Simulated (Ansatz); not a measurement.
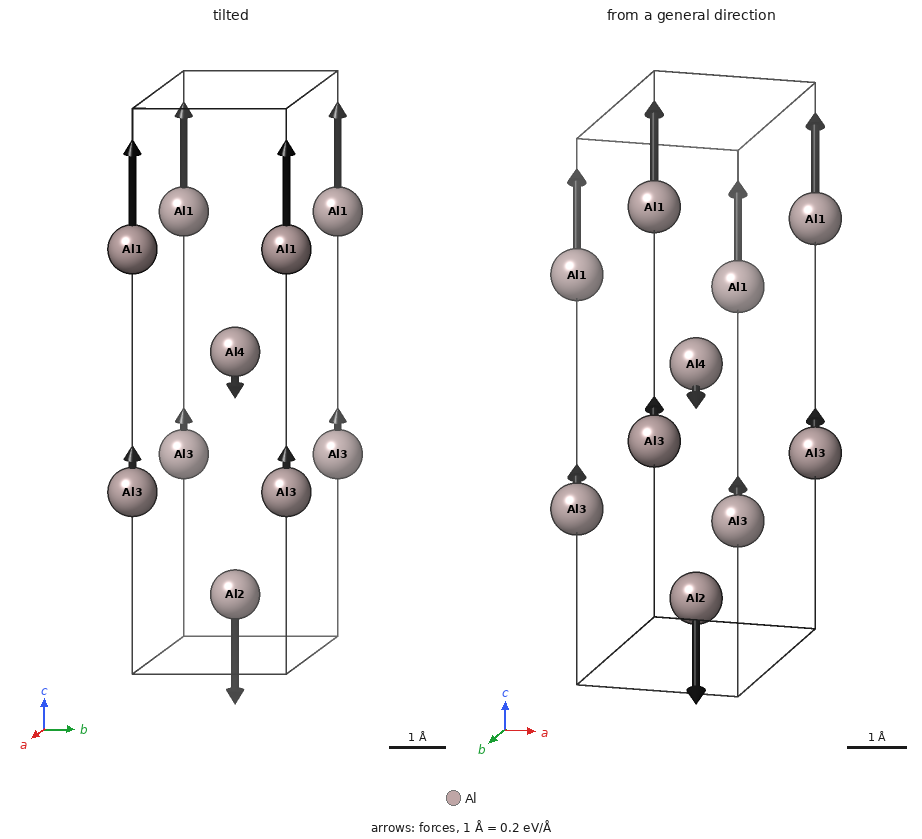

Drawn in the spheres-only manner and seen slightly off an axis and from a general direction. The edges of the simulation cell are marked. The arrows are the computed forces on the atoms.

System: Al. Electronic-structure method: DFT PBEsol, scalar-relativistic, plane waves, PAW (Ansatz 0.2.0). Parameters: an energy cutoff of 420 eV, 22×22×7 k-mesh, Gaussian smearing of 0.15 eV, no spin polarisation.

Is this an equilibrium geometry?

Answer. No. The atoms still feel forces of up to about 0.33 eV/Å, far above a usual threshold of 0.01 to 0.03 eV/Å.

Which atom carries the strongest force?

Answer. Al1 and Al2, about 0.33 eV/Å.

The structure comes from a structure listed in the Materials Project. The cell was then strained or its atoms displaced on purpose. It was the input of a calculation with Ansatz.
